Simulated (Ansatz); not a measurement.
**Geometry relaxation of Al₁₇N₁₅ (part 3 of 3)**

The same run, continued: Al₁₇N₁₅ (defect cell, 32 atoms in the cell); DFT PBE, scalar-relativistic, plane waves, PAW, no spin polarisation (Ansatz 0.2.0); cutoff 420 eV, 2×2×2 k-mesh, Gaussian smearing of 0.01 eV. The structure derives from a Materials Project entry. It belongs to a series of runs on one base structure; here: Al on a N site (c), charge +0, atoms relaxed at the host's cell.

Trajectory as extended XYZ, continued:
```
32
Lattice="-4.4032 4.4032 -4.4032 4.4032 -4.4032 -4.4032 -4.4032 -4.4032 4.4032" Properties=species:S:1:pos:R:3:forces:R:3 step=3 energy=-14929.11745
Al   -2.0788   -0.2848   -2.3668    1.0457  -0.7078  -0.9053
Al   -2.2171   -2.2036   -0.0221    0.0552   0.1543   0.1642
Al   -2.1609   -4.3326    2.2759   -0.1445  -0.2526  -0.0460
Al   -4.5069    2.4416   -2.3169   -0.6728   0.5827  -0.7713
Al   -2.2659    2.1211   -4.3666    0.0345   0.3943  -0.0373
Al   -4.5589   -0.3077    0.1323   -0.5658  -0.3494   0.9249
Al   -4.4585   -2.2682    2.2786    0.2187   0.2899  -0.1466
Al    2.1387   -4.3556   -2.2398    0.0752  -0.2170  -0.0148
Al   -4.4475   -4.3459   -4.4622    0.1048  -0.2390   0.1317
Al   -2.1685   -2.2780   -4.4763   -0.0035   0.2891   0.2511
Al   -2.2334   -4.3996   -2.1737    0.2259  -0.0731  -0.3102
Al    0.0701   -2.2605   -2.2418   -0.1990   0.1439   0.0000
Al    2.2978   -1.8591   -4.2572    1.3276   1.0220   1.3403
Al    0.0660   -4.3346    0.0369   -0.0374  -0.3517  -0.0230
Al   -4.3798   -2.2008   -2.1802   -0.1558   0.1302  -0.2574
Al    0.0197    0.0085   -4.4270   -0.1601  -0.1074   0.1233
Al   -3.2116    1.0781   -1.0297   -0.6451  -0.4171  -0.1634
N    -3.3108   -1.2265    1.1977   -0.0009   0.1124  -0.2247
N    -3.3108   -3.3090    3.3028   -0.0216   0.0746   0.1604
N    -1.1801   -1.0147   -5.5123    0.3054  -0.0522   0.0386
N    -3.3061    3.3936   -3.3910   -0.0285   0.0068   0.2892
N    -1.1072   -3.3593   -3.2979   -0.0683   0.3888  -0.0556
N    -1.0104   -5.3752   -1.0895   -0.3434  -0.2486  -0.0778
N     1.1029   -3.3083   -1.1056    0.0208  -0.0199  -0.0117
N     3.2933   -3.2413   -3.2987   -0.0630  -0.4106  -0.1824
N    -3.2903   -1.2150   -3.4094   -0.2888  -0.0025   0.2178
N    -3.3035   -3.2970   -1.0980   -0.0182  -0.0455  -0.0661
N    -1.0098   -1.2060   -1.1145   -0.3848   0.0513   0.1267
N     1.0828   -0.9460   -3.1760    0.0892  -0.3483  -0.5199
N    -1.1056   -3.2604    1.0980    0.1780  -0.3070   0.1618
N    -5.6095   -1.2236   -1.0973    0.3342   0.2102  -0.1655
N    -1.0863    1.0568   -3.3171   -0.2138   0.2993   0.0486
32
Lattice="-4.4032 4.4032 -4.4032 4.4032 -4.4032 -4.4032 -4.4032 -4.4032 4.4032" Properties=species:S:1:pos:R:3:forces:R:3 step=5 energy=-14929.43514
Al   -2.0104   -0.2241   -2.4595   -0.1872  -0.0780  -0.2209
Al   -2.2493   -2.1861   -0.0363   -0.0731   0.0347   0.0219
Al   -2.1755   -4.3442    2.2610   -0.1264  -0.0575  -0.0608
Al   -4.5673    2.4329   -2.4440    0.1238   0.0673  -0.2361
Al   -2.2431    2.1615   -4.3898   -0.0744  -0.0041   0.0938
Al   -4.5938   -0.2334    0.2790    0.1828  -0.0702   0.1364
Al   -4.4297   -2.2649    2.2597    0.1145   0.0202  -0.0310
Al    2.1581   -4.3705   -2.2148   -0.0782   0.0134  -0.1122
Al   -4.4283   -4.3491   -4.4571    0.1078  -0.0322   0.0499
Al   -2.1804   -2.2636   -4.4549   -0.1099   0.0517   0.0446
Al   -2.2553   -4.4193   -2.1567   -0.0872  -0.0537   0.0048
Al    0.0401   -2.2432   -2.2179    0.1157   0.0106  -0.0836
Al    2.3760   -1.9732   -4.1575   -0.1570   0.1215   0.2813
Al    0.0444   -4.3644    0.0174    0.0639  -0.0130   0.0907
Al   -4.3548   -2.1825   -2.1591    0.0746   0.0415  -0.0076
Al    0.0497   -0.0187   -4.4455    0.0801  -0.0162   0.0368
Al   -3.3099    1.0677   -1.0890   -0.0165  -0.0192  -0.0097
N    -3.2999   -1.2102    1.2106   -0.0224  -0.0486   0.0516
N    -3.3058   -3.3061    3.3057    0.0272   0.0023   0.0046
N    -1.1500   -1.0513   -5.5129    0.1123  -0.1325   0.0165
N    -3.2989    3.4000   -3.4039   -0.0011   0.0960  -0.0104
N    -1.1789   -3.3098   -3.2200    0.0211   0.0092  -0.0950
N    -1.0529   -5.4493   -1.0881   -0.0850  -0.1577   0.0024
N     1.1010   -3.3043   -1.1021   -0.0062  -0.0076   0.0162
N     3.3629   -3.2952   -3.2344   -0.0109  -0.0045  -0.1218
N    -3.3026   -1.1972   -3.4006    0.0044  -0.0987  -0.0572
N    -3.3040   -3.3027   -1.0979    0.0052   0.0115  -0.0028
N    -1.0497   -1.1587   -1.1100   -0.0842   0.1567  -0.0072
N     1.1007   -1.0022   -3.2016    0.0005   0.0648   0.0225
N    -1.1567   -3.2919    1.0412    0.0080  -0.0251   0.0816
N    -5.5537   -1.1538   -1.0863    0.0861   0.1354   0.0085
N    -1.0289    1.0943   -3.3803   -0.0082  -0.0178   0.0922
32
Lattice="-4.4032 4.4032 -4.4032 4.4032 -4.4032 -4.4032 -4.4032 -4.4032 4.4032" Properties=species:S:1:pos:R:3:forces:R:3 step=8 energy=-14929.47028
Al   -2.0400   -0.2339   -2.4847   -0.0189  -0.0047   0.0205
Al   -2.2542   -2.1805   -0.0375    0.0189  -0.0268   0.0048
Al   -2.1746   -4.3397    2.2644    0.0201   0.0094   0.0066
Al   -4.5560    2.4371   -2.4787   -0.0070  -0.0369   0.0200
Al   -2.2384    2.1691   -4.3881    0.0215   0.0041  -0.0095
Al   -4.5607   -0.2314    0.2982   -0.0108  -0.0255  -0.0392
Al   -4.4293   -2.2725    2.2656   -0.0182  -0.0075   0.0193
Al    2.1636   -4.3733   -2.2101    0.0199  -0.0063   0.0138
Al   -4.4290   -4.3391   -4.4613   -0.0103   0.0129  -0.0157
Al   -2.1737   -2.2706   -4.4616    0.0072  -0.0107  -0.0138
Al   -2.2571   -4.4248   -2.1559    0.0145   0.0073   0.0101
Al    0.0377   -2.2353   -2.2096   -0.0164   0.0103   0.0116
Al    2.3517   -1.9746   -4.1223   -0.0545  -0.0543  -0.0653
Al    0.0378   -4.3753    0.0143   -0.0306  -0.0005  -0.0052
Al   -4.3498   -2.1807   -2.1591   -0.0265  -0.0149   0.0016
Al    0.0533   -0.0209   -4.4423   -0.0083   0.0075  -0.0011
Al   -3.3137    1.0803   -1.1048    0.0632   0.0655   0.0266
N    -3.2938   -1.2203    1.2289   -0.0083   0.0357  -0.0281
N    -3.3011   -3.3060    3.3050   -0.0055  -0.0001   0.0004
N    -1.1323   -1.0656   -5.5183    0.0102   0.0116   0.0040
N    -3.2936    3.4175   -3.4202   -0.0043  -0.0195   0.0277
N    -1.1684   -3.3123   -3.2215    0.0280   0.0083  -0.0054
N    -1.0733   -5.4749   -1.0806    0.0000   0.0216  -0.0037
N     1.1009   -3.3043   -1.0973    0.0014  -0.0018  -0.0037
N     3.3614   -3.2941   -3.2322    0.0090  -0.0010   0.0279
N    -3.3095   -1.2192   -3.4231    0.0185   0.0317   0.0362
N    -3.3032   -3.3022   -1.0975    0.0033  -0.0026  -0.0016
N    -1.0665   -1.1383   -1.1146   -0.0107  -0.0028  -0.0084
N     1.0931   -0.9891   -3.1811    0.0007  -0.0162  -0.0244
N    -1.1603   -3.2942    1.0344   -0.0028   0.0084  -0.0172
N    -5.5331   -1.1346   -1.0791    0.0086  -0.0053   0.0082
N    -1.0349    1.0902   -3.3742   -0.0119   0.0034   0.0031
32
Lattice="-4.4032 4.4032 -4.4032 4.4032 -4.4032 -4.4032 -4.4032 -4.4032 4.4032" Properties=species:S:1:pos:R:3:forces:R:3 step=10 energy=-14929.46677 accepted=F
Al   -2.0377   -0.2264   -2.4789   -0.1086  -0.0880  -0.0249
Al   -2.2556   -2.1830   -0.0402   -0.0411   0.0436   0.0031
Al   -2.1749   -4.3406    2.2628   -0.0651  -0.0390  -0.0227
Al   -4.5703    2.4224   -2.4784    0.1255   0.0963  -0.0340
Al   -2.2382    2.1678   -4.3884   -0.0371   0.0297   0.0160
Al   -4.5667   -0.2260    0.2847    0.1056  -0.0892   0.0250
Al   -4.4309   -2.2696    2.2635    0.0681   0.0392  -0.0166
Al    2.1638   -4.3733   -2.2088   -0.0256  -0.0227  -0.0239
Al   -4.4299   -4.3413   -4.4588    0.0645  -0.0358   0.0289
Al   -2.1738   -2.2686   -4.4591   -0.0692   0.0318   0.0163
Al   -2.2560   -4.4244   -2.1556   -0.0444  -0.0549  -0.0048
Al    0.0369   -2.2352   -2.2098    0.0360   0.0254  -0.0182
Al    2.3674   -1.9810   -4.1200   -0.1202   0.0863   0.0359
Al    0.0368   -4.3739    0.0135    0.0297  -0.0216   0.0184
Al   -4.3496   -2.1830   -2.1560    0.0403   0.0416  -0.0010
Al    0.0539   -0.0218   -4.4436    0.0423  -0.0521   0.0063
Al   -3.3031    1.0988   -1.0983    0.0022  -0.0045  -0.0054
N    -3.2968   -1.2129    1.2194   -0.0156  -0.0243   0.0341
N    -3.3022   -3.3049    3.3056   -0.0016  -0.0018  -0.0016
N    -1.1334   -1.0655   -5.5176   -0.0156  -0.0468   0.0066
N    -3.2973    3.4086   -3.4121   -0.0168   0.0284  -0.0497
N    -1.1678   -3.3123   -3.2223    0.0205   0.0167  -0.0509
N    -1.0699   -5.4701   -1.0817    0.0213  -0.0440  -0.0010
N     1.1005   -3.3037   -1.0975    0.0019  -0.0035  -0.0004
N     3.3697   -3.2982   -3.2217   -0.0188   0.0043  -0.0557
N    -3.3082   -1.2128   -3.4148    0.0135  -0.0223  -0.0352
N    -3.3029   -3.3034   -1.0980    0.0029  -0.0043   0.0003
N    -1.0684   -1.1391   -1.1149    0.0142   0.0332   0.0031
N     1.0956   -0.9946   -3.1865    0.0139   0.0328   0.0483
N    -1.1688   -3.2980    1.0255    0.0172  -0.0008   0.0547
N    -5.5354   -1.1376   -1.0808   -0.0154   0.0284   0.0016
N    -1.0335    1.0903   -3.3762   -0.0244   0.0180   0.0475
32
Lattice="-4.4032 4.4032 -4.4032 4.4032 -4.4032 -4.4032 -4.4032 -4.4032 4.4032" Properties=species:S:1:pos:R:3:forces:R:3 step=12 energy=-14929.47208
Al   -2.0456   -0.2348   -2.4817    0.0000  -0.0019  -0.0020
Al   -2.2542   -2.1837   -0.0376   -0.0010   0.0030   0.0009
Al   -2.1749   -4.3394    2.2647   -0.0008  -0.0008   0.0012
Al   -4.5582    2.4308   -2.4792    0.0015   0.0015  -0.0051
Al   -2.2388    2.1690   -4.3883   -0.0025   0.0002  -0.0008
Al   -4.5579   -0.2329    0.2857    0.0018  -0.0013  -0.0002
Al   -4.4306   -2.2701    2.2657    0.0027   0.0021  -0.0018
Al    2.1646   -4.3746   -2.2093   -0.0045   0.0004  -0.0010
Al   -4.4303   -4.3392   -4.4605    0.0011  -0.0017   0.0003
Al   -2.1744   -2.2705   -4.4615   -0.0021   0.0025   0.0021
Al   -2.2542   -4.4241   -2.1578   -0.0017  -0.0046  -0.0008
Al    0.0372   -2.2344   -2.2095    0.0023  -0.0019  -0.0015
Al    2.3543   -1.9741   -4.1193    0.0035   0.0022   0.0027
Al    0.0363   -4.3749    0.0146    0.0048   0.0002  -0.0009
Al   -4.3511   -2.1837   -2.1581    0.0024   0.0026  -0.0005
Al    0.0525   -0.0210   -4.4410    0.0008  -0.0046  -0.0004
Al   -3.3021    1.0955   -1.1004   -0.0027   0.0030   0.0036
N    -3.2949   -1.2176    1.2241    0.0004  -0.0017   0.0019
N    -3.3026   -3.3051    3.3052   -0.0003   0.0012   0.0001
N    -1.1314   -1.0675   -5.5178   -0.0007  -0.0013   0.0015
N    -3.2950    3.4152   -3.4182    0.0006   0.0029  -0.0029
N    -1.1627   -3.3133   -3.2276   -0.0010   0.0001   0.0006
N    -1.0716   -5.4717   -1.0805    0.0016  -0.0006  -0.0009
N     1.1006   -3.3046   -1.0973    0.0000   0.0001   0.0002
N     3.3638   -3.2954   -3.2277   -0.0011  -0.0008  -0.0022
N    -3.3102   -1.2185   -3.4199   -0.0005  -0.0010  -0.0007
N    -3.3025   -3.3039   -1.0979   -0.0002  -0.0002   0.0001
N    -1.0698   -1.1381   -1.1149   -0.0009   0.0008   0.0012
N     1.0929   -0.9885   -3.1803   -0.0018   0.0019   0.0030
N    -1.1631   -3.2952    1.0323    0.0004  -0.0006   0.0021
N    -5.5344   -1.1371   -1.0803   -0.0012  -0.0011  -0.0008
N    -1.0385    1.0898   -3.3712   -0.0007  -0.0006   0.0009
```

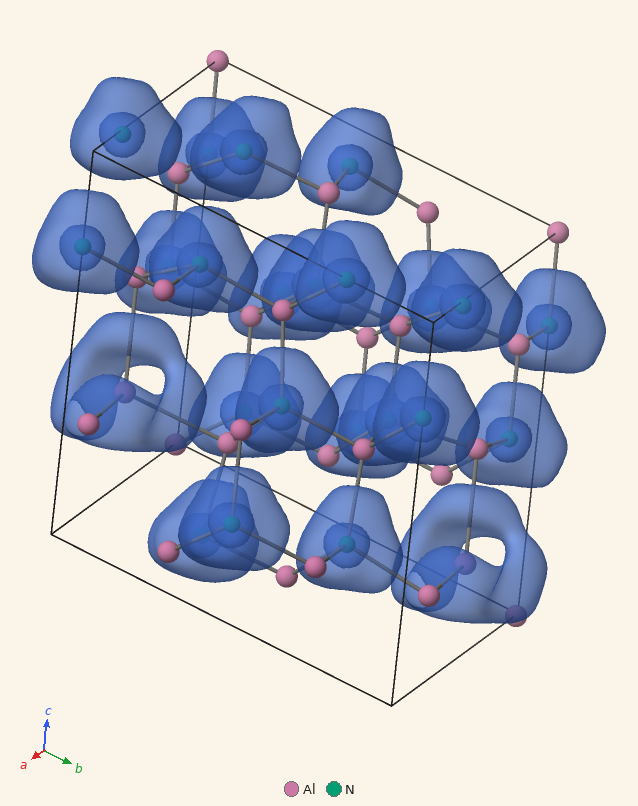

**Figure 1.** Isosurface of the electron localisation function at 0.7 (blue), seen slightly off an axis. Core shells and regions of very low density are left out. Sticks mark near contacts. The outline is the calculation cell. Values along the shortest contacts: In a PAW calculation such maps are meaningful between the atoms, not at the nuclei.

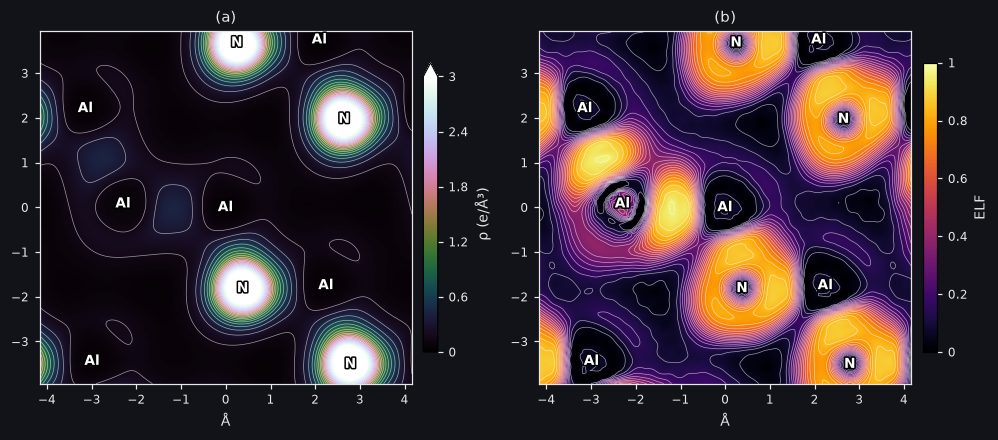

**Figure 2.** (a) valence charge density (pseudo); (b) ELF on the (010) plane of the calculation cell. Atoms in the plane: Al and N. Al–N (1.86 Å): ρ is about 0.72 e/Å³ halfway; the ELF is about 0.85 at the midpoint. Al–Al (2.29 Å): ρ at the midpoint is about 0.42 e/Å³, a local maximum along the line; the ELF peaks at about 0.95 between the atoms, as expected for localised, shared-pair bonding. Away from the nuclei the density in this plane falls to 0.05 e/Å³ at its lowest.

Key numbers:

```csv
quantity,value
outcome,converged
electrons treated,126
free energy,−14929.4721 eV
Fermi energy,9.561 eV
gap on the k-point mesh,none (metallic)
final volume,341.47 Å³
largest force (length of the vector) at the end,0.006 eV/Å
wall time,77 s (CPU time 5 min)
peak memory,0.89 GiB
```

Notes:

The k-point mesh is coarse for a cell of this size, so the results may not be converged.
